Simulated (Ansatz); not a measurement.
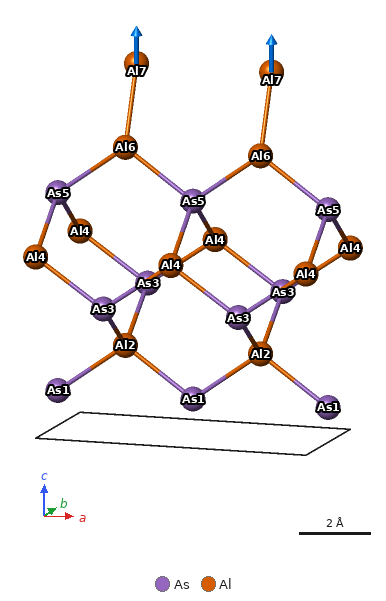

A constrained relaxation of a slab of composition Al$_{4}$As$_{3}$ (cut from the F-43m phase). The starting structure is drawn; blue arrows show the displacements, 5 times their true length.

A ball-and-stick model of the 2 × 1 repeat of the cell, outlined in the plane, without the vacuum, seen slightly off an axis.

Case: Al over the place (0/4, 1/4) of the surface cell, its height relaxed. The slab is the (1 0 0) face of AlAs with Al on it. 6 atoms are held fixed.

Theory: Ansatz, DFT PBEsol, scalar-relativistic, plane waves, PAW.

Input
```yaml
crystal:
  lattice:
    - [4.0125456562, 0.0, 0.0]
    - [0.0, 4.0125456562, 0.0]
    - [0.0, 0.0, 26.0932456083]
  atoms:
    - { symbol: As, position: [0.0, 0.5, 0.3257547999] }
    - { symbol: Al, position: [0.5, 0.5, 0.3801232422] }
    - { symbol: As, position: [0.5, 0.0, 0.4344916847] }
    - { symbol: Al, position: [0.0, 0.0, 0.4871067024] }
    - { symbol: As, position: [0.0, 0.5, 0.5437549896] }
    - { symbol: Al, position: [0.5, 0.5, 0.5983507225] }
    - { symbol: Al, position: [0.5, 0.75, 0.6834302114], spin: 1.0 }
basis:
  ecutwfc: 420
kpoints:
  mp_grid: { grid: [7, 7, 1] }
hamiltonian:
  xc: pbesol
scf:
  occupations: { method: gaussian, width: 0.05 }
output:
  forces: true
  eigenvalues: true
  populations: true
  write_density: true
  write_potential: true
  elf: true
  volumetric_format: npy
magnetization:
  spin_polarized: true
relax:
  adjacent_minimum: "off"
  f_tol: 0.02
  max_steps: 25
  constraints: [{ sites: [0, 1, 2, 3, 4, 5] }, { site: 6, fix: xy }]
efield:
  axis: 3
  dipole_correction: true
  ramp_width: 0.04
```

Launched with:
```bash
ansatz run input.yaml --threads 2 --pin off --max-ram 5120MiB --backend cpu --events-out ev --progress --plain --runs-dir out
```

> Which element moves most?

Aluminium: up to 0.22 Å, against 0.00 Å for arsenic.

> What did the optimiser do to the structure, and how much energy did it gain?

The energy falls by 89.3 meV per cell of the calculation in 3 geometry steps. The largest force component goes from 0.91 to 0.0022 eV/Å. The largest move is that of Al7, 0.22 Å along the normal (+c). As stays in place. The lattice vectors keep their values. Among the contacts that change: Al6–Al7 2.436 → 2.638 Å. Cost: 3.1 min on 2 threads of Arm Neoverse V2, with other jobs on the host, peak memory 0.81 GiB.

Limits of the set-up: the periodic images lie only 4.0 Å apart, so the values are limited by the cell's size.
